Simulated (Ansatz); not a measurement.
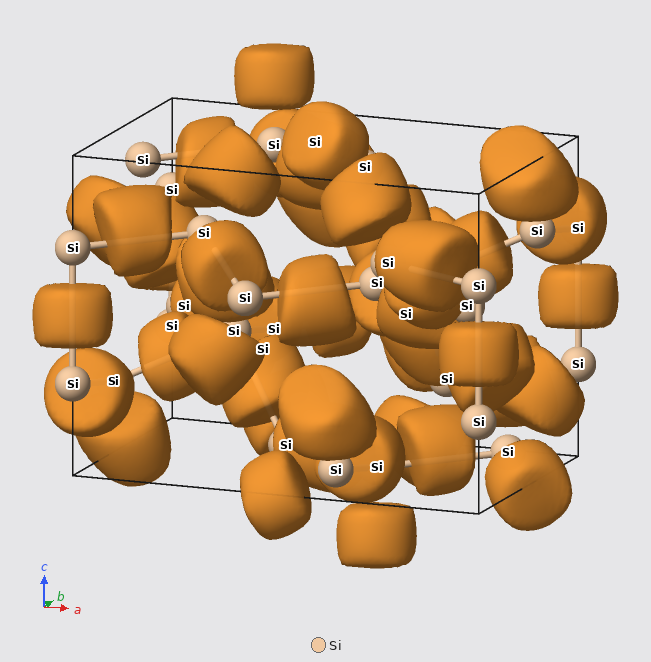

The picture shows: Si. Isosurface of the electron localisation function at 0.7 (orange), seen slightly off an axis. Core shells and regions of very low density are left out. Sticks mark near contacts.

Space group R-3; a structure from a database of computed crystals, not necessarily the ambient phase; the program warned that the cutoff is below the recommended one.

Method: DFT r2SCAN, scalar-relativistic, plane waves, PAW in Ansatz 0.2.0.

In a PAW calculation such maps are meaningful between the atoms, not at the nuclei.

Q: Identify the bonds, lone pairs and shells in this picture.

A: The surface consists of 48 regions between bonded Si–Si atoms, counted in one cell of 24 atoms. Regions shared between cells count once.

Values along the shortest contacts:
Si–Si (2.34 Å): the ELF peaks at about 0.95 between the atoms. Si–Si (2.39 Å): the ELF peaks at about 0.95 between the atoms.

Q: Does the calculation give a band gap?

A: It is gapless in this calculation (a metal or semimetal).
